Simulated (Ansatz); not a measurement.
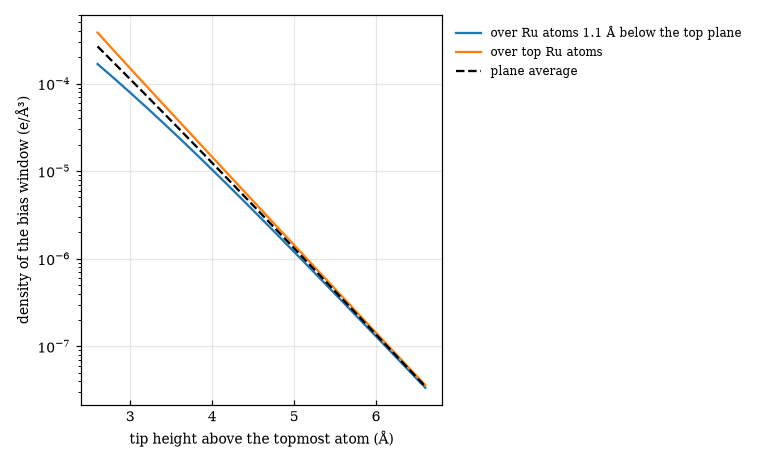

Approach curves over Ru(110) (Fm-3m bulk, 9 atomic planes (those closer than 0.6 Å count as one), 11 Å) at a sample bias of −0.25 V.

Images follow the Tersoff–Hamann model: the current is the local density of the sample's states between the Fermi level and the bias, at the tip's centre. Bias windows are sharp sums over the levels of the k mesh.

Method: DFT PBE, scalar-relativistic, plane waves, PAW in Ansatz. Cutoff 420 eV, 18 × 13 k-points, Gaussian smearing 0.1 eV, dipole correction. The slab is a cut without reconstruction beyond its cell, at the source's lattice constants, with its lower half held fixed and the rest relaxed. This isn't the element's usual hcp form. No spin polarisation. The run warns that the functional's potential is rough in the thin density of the vacuum, where the tip is; weak contrasts and barriers may feel it.

```yaml
crystal:
  lattice:
    - [2.70822, 0.00000, 0.00000]
    - [0.00000, 3.83000, 0.00000]
    - [0.00000, 0.00000, 30.83288]
  atoms:
    - { symbol: Ru, position: [0.50000, 0.50000, 0.32433] }
    - { symbol: Ru, position: [0.00000, 0.00000, 0.36825] }
    - { symbol: Ru, position: [0.50000, 0.50000, 0.41216] }
    - { symbol: Ru, position: [0.00000, 0.00000, 0.45608] }
    - { symbol: Ru, position: [0.50000, 0.50000, 0.49895] }
    - { symbol: Ru, position: [0.00000, 0.00000, 0.54311] }
    - { symbol: Ru, position: [0.50000, 0.50000, 0.58613] }
    - { symbol: Ru, position: [0.00000, 0.00000, 0.63219] }
    - { symbol: Ru, position: [0.50000, 0.50000, 0.66880] }
```

The last single point took 3.5 min on 2 threads of Arm Neoverse V2, with other jobs on the host, peak memory 1.7 GiB.

Q: Estimate the decay constant and the apparent barrier, and compare with the vacuum level, which the run puts 4.40 eV above zero bias.

A: Near 4 Å the plane average falls as exp(−2.23 z/Å), a factor of 9.3 per ångström, which gives an apparent barrier of 4.7 eV (0.952 eV Å² times the slope squared). The apparent barrier is above 4.40 eV.
